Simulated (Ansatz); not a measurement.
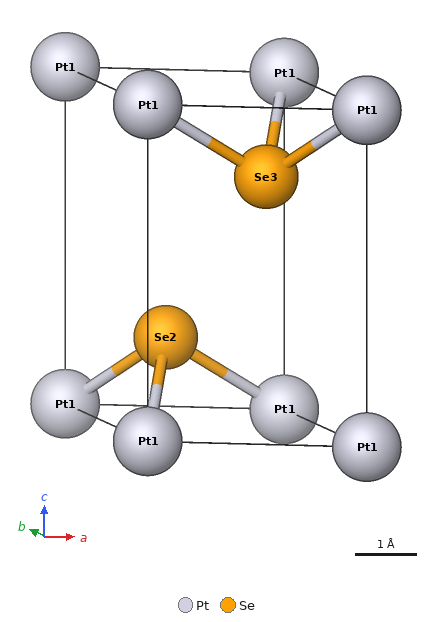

The input geometry of run A (ball-and-stick view of the cell of the calculation, seen slightly off an axis; atoms are numbered from 1 in the order of the input).

## What a change does: band-structure calculation on PtSe₂

System: PtSe₂ (3 atoms in the cell).
Method of run A: DFT, PBE, plane waves, PAW, no spin polarisation (Ansatz 0.2.0).

The structure was built on a prototype by a generator. The geometry comes from this level: r2scan-rvv10 (a point of a series of strains). Text and figures count atoms from 1; the logs count them from 0 in places.

**Input file, run A**
```yaml
crystal:
  lattice:
    - [3.635434102, 0.0, 0.0]
    - [-1.817717051, 3.1483782861, 0.0]
    - [0.0, 0.0, 5.628430032]
  atoms:
    - { symbol: Pt, position: [0.0, 0.0, 0.0] }
    - { symbol: Se, position: [0.3333333333, 0.6666666667, 0.2401016279] }
    - { symbol: Se, position: [0.6666666667, 0.3333333333, 0.7598983721] }
kpoints:
  mp_grid: { grid: [12, 12, 6] }
  band_path:
    path:
      - [0.0, 0.0, 0.0]
      - [0.5, 0.0, 0.0]
      - [0.3333333333, 0.3333333333, 0.0]
      - [0.0, 0.0, 0.5]
      - [0.5, 0.0, 0.5]
      - [0.3333333333, 0.3333333333, 0.5]
      - [0.0, 0.25, 0.3333333333]
      - [-0.020833, 0.010417, 0.0]
      - [0.0, 0.270833, 0.315104]
    npoints: 1
hamiltonian:
  xc: pbe
scf:
  occupations: { method: fermi_dirac, width: 0.02 }
  n_extra_bands: 4
output:
  forces: true
  stress: true
  eigenvalues: true
```

Launched with:
```bash
ansatz run input.yaml --threads 4 --pin off --max-ram 4608MiB --backend cpu --events-out ev --progress --plain --runs-dir out
```

Hardware: 4 threads of Intel Xeon @ 2.70GHz, 189 GiB of memory available, shared host.

**Output, shortened to warnings, some set-up lines, iterations and results (run A)**
```
Basis set: ecut = 420 eV, 1243 PW (Γ), exchange–correlation on 50×50×80 points (8 copies of the dense FFT grid, shifted against one another)
Symmetry: 12 space group operations
k-points: 100 of 864
Initial density: superposition of atomic densities (neutral atoms: chi_scale 0, normalization atom), corrected by the library's trained network
[...]
SCF iter   1: F=—  HF=-23462.246090 eV  |F-HF|=—  |Δ(HF+E_count)|=         —  Δρ=3.61e-3  dr2=6.59e-3  ethr=1.77e-3  ⟨swp⟩=6.0  Hψ=11053  notcnv=0
SCF iter   2: F=—  HF=-23462.247007 eV  |F-HF|=—  |Δ(HF+E_count)|=   9.17e-4  Δρ=1.43e-3  dr2=1.27e-3  ethr=1.32e-5  ⟨swp⟩=2.0  Hψ=5167  notcnv=0
SCF iter   3: F=—  HF=-23462.247099 eV  |F-HF|=—  |Δ(HF+E_count)|=   9.22e-5  Δρ=8.19e-4  dr2=4.40e-4  ethr=2.54e-6  ⟨swp⟩=1.4  Hψ=2945  notcnv=0
SCF iter   4: F=—  HF=-23462.247151 eV  |F-HF|=—  |Δ(HF+E_count)|=   5.22e-5  Δρ=1.47e-4  dr2=1.47e-5  ethr=8.80e-7  ⟨swp⟩=2.0  Hψ=4330  notcnv=0
SCF iter   5: F=—  HF=-23462.247175 eV  |F-HF|=—  |Δ(HF+E_count)|=   2.42e-5  Δρ=4.06e-5  dr2=1.79e-6  ethr=2.93e-8  ⟨swp⟩=2.0  Hψ=5001  notcnv=0
SCF iter   6: F=—  HF=-23462.247177 eV  |F-HF|=—  |Δ(HF+E_count)|=   1.74e-6  Δρ=1.58e-5  dr2=1.76e-7  ethr=3.57e-9  ⟨swp⟩=2.0  Hψ=5001  notcnv=0
SCF iter   7: F=-23462.247178 eV  HF=-23462.247178 eV  |F-HF|=7.74e-8  |Δ(HF+E_count)|=   4.37e-7  Δρ=5.44e-6  dr2=2.34e-8  ethr=2.00e-10  ⟨swp⟩=5.2  Hψ=12097  notcnv=0
SCF 1 converged in 7 iterations: F = -23462.247178 eV  dr2 = 2.34e-8
NSCF: frozen V_eff on 9 k-points
SCF converged after 7 iterations
Free energy (F): -23462.247178 eV
Harris-Foulkes:  -23462.247178 eV  (|F-HF|=7.74e-8)
Internal energy: -23462.247167 eV  (E = F + TS)
E sigma→0 (E₀):  -23462.247172 eV
Entropy (-TS):   -0.000011 eV (-0.004 meV/atom)
Fermi energy:    12.129549 eV
--- Per-component energies (eV) ---
  E_band       = -1005.940154
  E_kinetic    = 876.056044
  E_local      = -7350.156804  (includes V_loc(G=0)·N_el)
  E_nonlocal   = -990.921122
  E_hartree    = 3406.176387
  E_xc         = -471.126004
  E_vxc        = -500.468930  (∫ρ·V_xc dr)
  E_paw        = -13277.635571  (= ΣΔE_a)
  E_vpaw       = 147.200504  (= ΣTr[D̂ρ^β])
  E_aug_tail   = -0.000971  (compensation charges beyond the density's cutoff)
  E_ewald      = -5654.639125
  E_smearing   = -0.000011  (= −TS)
  E_closure    = 0.000000  (closes the sum)
  Σ components = -23462.247178   (vs F -23462.247178, Δ=0.00e0)
--- Forces (eV/Å), atoms counted from 1 ---
  atom   1  Pt     0.00000000    -0.00000000     0.00000000
  atom   2  Se     0.00000000     0.00000000     0.17864754
  atom   3  Se    -0.00000000     0.00000000    -0.17864754
  max |Σ_I F_I| component: 2.10e-30 eV/Å
--- Stress (GPa, compression-positive) ---
        8.187716      -0.000000      -0.000000
       -0.000000       8.187716      -0.000000
       -0.000000       0.000000       2.925141
  P = ⅓ Tr σ = 6.4335 GPa (64.335 kbar)
```

For run B the input was changed thus:
```diff
-  xc: pbe
+  xc: r2scan
-  occupations: { method: fermi_dirac, width: 0.02 }
+  occupations: { method: fixed }
```

Predict how the results change.

The total energies belong to different methods, so their difference says nothing on which is more stable or more accurate. The gap on the mesh goes from 0.17 to 0.40 eV. The pressure goes from 6.43 to 4.01 GPa. The largest force goes from 0.179 to 0.031 eV/Å. The functional changes from PBE to r2SCAN. The number of SCF iterations is the same. The default cutoff goes from 420 to 500 eV with the change. The plane waves at Γ go from 1243 to 1653. On the same kind of shared host run B took about 2.2 times as long.

**Output, shortened to warnings, some set-up lines, iterations and results (run B)**
```
Basis set: ecut = 500 eV, 1653 PW (Γ), exchange–correlation on 108×108×180 points (64 copies of the dense FFT grid, shifted against one another)
Symmetry: 12 space group operations
k-points: 100 of 864
Initial density: superposition of atomic densities (neutral atoms: chi_scale 0, normalization atom), corrected by the library's trained network
[...]
SCF iter   1: F=—  HF=-23494.320071 eV  |F-HF|=—  |Δ(HF+E_count)|=         —  Δρ=6.75e-3  dr2=1.29e-2  dr2_τ=6.20e-2  ethr=1.77e-3  ⟨swp⟩=4.4  Hψ=9542  notcnv=0  defer=192
SCF iter   2: F=—  HF=-23494.356653 eV  |F-HF|=—  |Δ(HF+E_count)|=   3.66e-2  Δρ=4.30e-3  dr2=5.49e-3  dr2_τ=3.86e-4  ethr=2.59e-5  ⟨swp⟩=2.0  Hψ=6084  notcnv=0  defer=200
SCF iter   3: F=—  HF=-23494.357679 eV  |F-HF|=—  |Δ(HF+E_count)|=   1.03e-3  Δρ=1.17e-3  dr2=7.40e-4  dr2_τ=6.64e-5  ethr=1.10e-5  ⟨swp⟩=2.0  Hψ=3374  notcnv=0  defer=200
SCF iter   4: F=—  HF=-23494.357790 eV  |F-HF|=—  |Δ(HF+E_count)|=   1.12e-4  Δρ=2.94e-4  dr2=5.68e-5  dr2_τ=1.09e-5  ethr=1.48e-6  ⟨swp⟩=2.0  Hψ=4200  notcnv=0  defer=200
SCF iter   5: F=—  HF=-23494.357799 eV  |F-HF|=—  |Δ(HF+E_count)|=   8.79e-6  Δρ=1.57e-4  dr2=1.71e-5  dr2_τ=2.00e-6  ethr=1.14e-7  ⟨swp⟩=2.0  Hψ=4065  notcnv=0  defer=62
SCF iter   6: F=—  HF=-23494.357798 eV  |F-HF|=—  |Δ(HF+E_count)|=   8.66e-7  Δρ=2.87e-5  dr2=5.61e-7  dr2_τ=4.37e-8  ethr=3.42e-8  ⟨swp⟩=2.6  Hψ=4927  notcnv=0  defer=93
SCF iter   7: F=-23494.357799 eV  HF=-23494.357799 eV  |F-HF|=1.16e-8  |Δ(HF+E_count)|=   3.42e-7  Δρ=7.85e-6  dr2=3.74e-8  dr2_τ=2.71e-9  ethr=2.00e-10  ⟨swp⟩=7.0  Hψ=13670  …
SCF 1 converged in 7 iterations: F = -23494.357799 eV  dr2 = 3.74e-8
NSCF: frozen V_eff on 9 k-points
SCF converged after 7 iterations
Free energy (F): -23494.357799 eV
Harris-Foulkes:  -23494.357799 eV  (|F-HF|=1.16e-8)
Internal energy: -23494.357799 eV  (E = F + TS)
E sigma→0 (E₀):  -23494.357799 eV
Fermi energy:    11.756394 eV
--- Per-component energies (eV) ---
  E_band       = -1053.906808
  E_kinetic    = 875.828441
  E_local      = -7353.321194  (includes V_loc(G=0)·N_el)
  E_nonlocal   = -988.156279
  E_hartree    = 3407.979543
  E_xc         = -447.422042
  E_vxc        = -550.248451  (∫ρ·V_xc dr)
  E_paw        = -13330.865836  (= ΣΔE_a)
  E_vpaw       = 113.967756  (= ΣTr[D̂ρ^β])
  E_aug_tail   = -0.000271  (compensation charges beyond the density's cutoff)
  E_vtau       = 32.065537  (kinetic-family band-sum trace: ∫τ·v_τ [+ j·A + Jᵃ·Aᵃ] dr)
  E_ewald      = -5654.639125
  E_core_change = -3.761035  (= ΣΔE_core)
  E_smearing   = -0.000000  (= −TS)
  E_closure    = -0.000000  (closes the sum)
  Σ components = -23494.357799   (vs F -23494.357799, Δ=0.00e0)
--- Forces (eV/Å), atoms counted from 1 ---
  atom   1  Pt     0.00000000    -0.00000000     0.00000000
  atom   2  Se    -0.00000000    -0.00000000    -0.03102675
  atom   3  Se     0.00000000     0.00000000     0.03102675
  max |Σ_I F_I| component: 3.47e-18 eV/Å
--- Stress (GPa, compression-positive) ---
        5.373257      -0.000000      -0.000000
       -0.000000       5.373257       0.000000
       -0.000000       0.000000       1.292670
  P = ⅓ Tr σ = 4.0131 GPa (40.131 kbar)
```

**The two runs side by side**

```tsv
quantity	run A	run B
outcome	converged	converged
free energy per atom (eV)	−7820.7491	−7831.4526
gap on the mesh (eV)	0.17	0.40
pressure (GPa)	6.43	4.01
largest force (eV/Å)	0.179	0.031
SCF iterations	7	7
irreducible k-points	100	100
plane waves at Γ	1243	1653
wall time (shared host)	3.2 s	6.9 s
```

For both runs: Spin–orbit coupling is left out, which matters for Pt.
